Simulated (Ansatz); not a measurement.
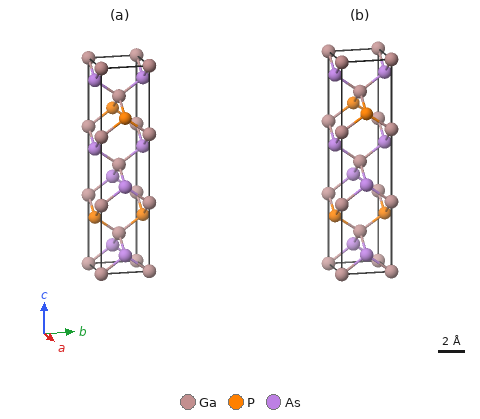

The structure of a crystal of Ga$_{3}$As$_{2}$P (a generated structure, set up in I-4m2) (coarse preliminary run) before (left) and after (right) a relaxation, at one scale.

Style: ball-and-stick. Shown: the conventional cell (2 times the calculation's cell), slightly off an axis. Lengths and directions refer to the drawn axes.

Computed with DFT PBE, scalar-relativistic, plane waves, PAW in Ansatz 0.2.0. (plane-wave cutoff 420 eV; k-point mesh 6 × 6 × 6; occupations gaussian; smearing width 0.1 eV; no spin polarisation; cell and atoms relaxed; force threshold 0.04 eV/Å; at most 70 steps)

### Describe what moved and what it gained.

The largest moves relative to the cell, 0.069 Å, are those of Ga atoms. By element the largest moves are Ga 0.069 Å, As 0.034 Å. P stays in place. Cell: a = b 3.875 → 4.008 Å (+3.4 %), c 16.440 → 16.965 Å (+3.2 %). Volume +10.4 %. Among the contacts that change: As–Ga 2.373 → 2.472 Å, Ga–P 2.373 → 2.413 Å. Among the angles between lasting bonds that change: P–Ga–P 109.5° → 112.3°, Ga–P–Ga 109.5° → 112.3°. The space group stays I-4m2 (No. 119). Over 3 accepted moves (4 points after the start) the energy falls by 60.2 meV per atom. The largest force component goes from 0.85 to 0.0014 eV/Å. The pressure goes from 8.38 to 0.02 GPa. The SCF was repeated once at an unchanged geometry on a basis and grid sized afresh for the cell, which shifted the energy by 0.6 meV per atom at most. Cost: 43 s on 1 thread of Intel(R) Xeon(R) 6975P-C (Granite Rapids), with other jobs on the host, peak memory 0.47 GiB.
